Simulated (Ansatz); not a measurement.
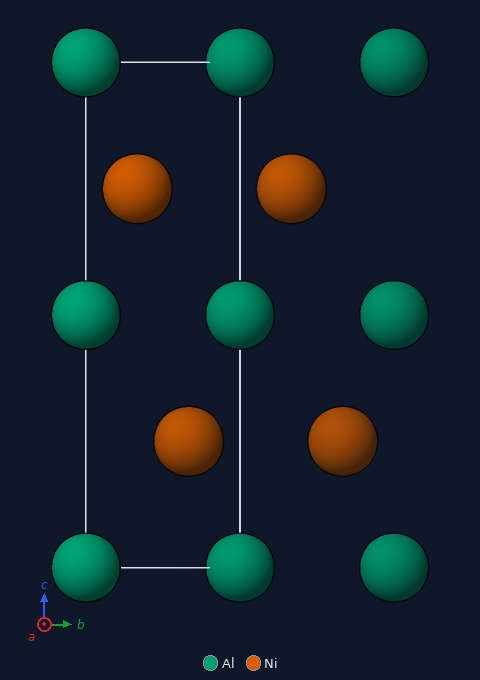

The picture looks along a close-packed row of the hexagonal mesh; c points upwards. Every atom sits on one of the three columns of the mesh; call them A, B, C in the order in which they first turn up. The sequence starts with the first layer at or above the cell's origin.

System AlNi; source of the atomic positions: the end point of a relaxation with DFT PBE, scalar-relativistic, plane waves, PAW in Ansatz 0.2.0; the starting structure was generated, so it need not be a known form of this composition.

Q: Read off the stacking sequence over one period.

A: Al(A) – Ni(B) – Al(A) – Ni(C) (four layers in 7.77 Å).

Q: Taking all atoms as equal spheres, what packing is it?

A: As equal spheres, ABAC: a mixed close packing, (ch) in Jagodzinski's notation.
